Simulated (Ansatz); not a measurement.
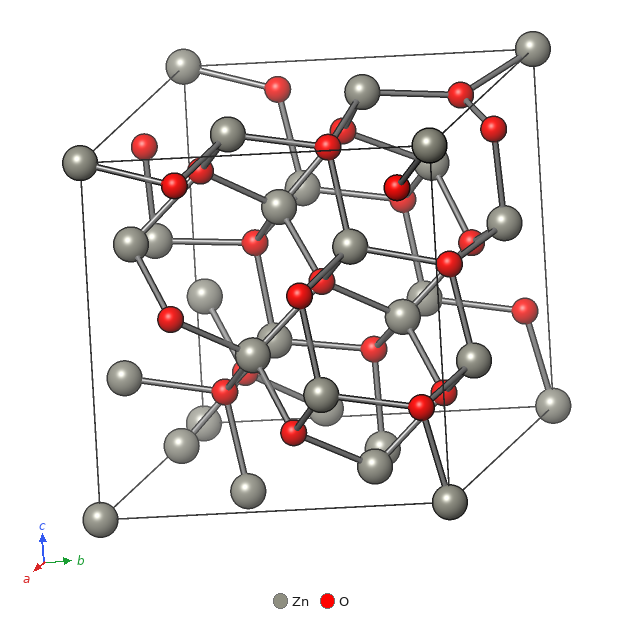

An orthographic ball-and-stick view of the structure, slightly off an axis. The simulation cell is drawn as a box.

- The formula is Zn18O19.
- Apart from translations it has no symmetry (space group P1).
- One cell contains 18 Zn, 19 O, 37 atoms in all.

It goes back to a structure listed in the Materials Project, repeated into a supercell with a point defect put in. The atoms were relaxed in a fixed cell with DFT PBE, scalar-relativistic, plane waves, PAW (Ansatz).
